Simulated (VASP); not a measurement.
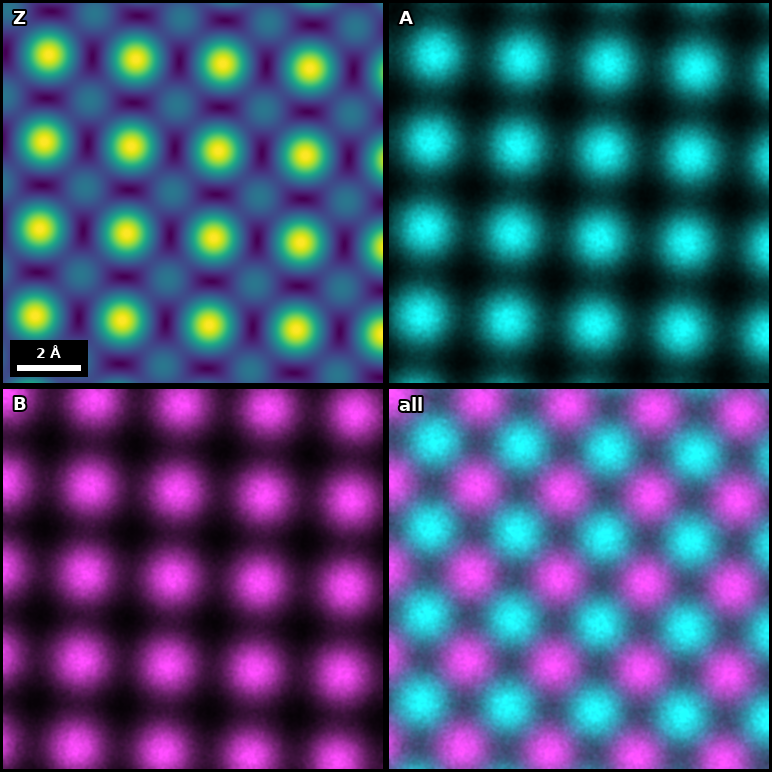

GaP (F-43m, No. 216) along [001]. Panel Z: Simulation: incoherent imaging, intensity Z^1.7 per atom, probe width 1.21 Å, thin sample. The display is stretched by a gamma of 0.65; percentages refer to the linear signal. The other panels are simulated element maps (the number of atoms of one element along the beam, blurred by 1.6 Å, with counting noise; each on its own scale, no channelling); the last overlays them. Structure used: the end point of a relaxation with VASP Kohn-Sham DFT of a periodic cell, PW91, VASP PAW PBE potentials, recommended in VASP 6.6.1.

```
Ga P
1.0
     5.50443    0.00000    0.00000
     0.00000    5.50443    0.00000
     0.00000    0.00000    5.50443
Ga P
4 4
Direct
  0.00000 0.00000 0.00000
  0.00000 0.50000 0.50000
  0.50000 0.00000 0.50000
  0.50000 0.50000 0.00000
  0.25000 0.25000 0.25000
  0.25000 0.75000 0.75000
  0.75000 0.25000 0.75000
  0.75000 0.75000 0.25000
```

Question: Which element does each lettered map show?

Answer: A: Ga, B: P. The projected cell (2.75 × 2.75 Å, 90°) holds 2 columns: 1 of Ga and 1 of P. No column is shared by two of the mapped elements.
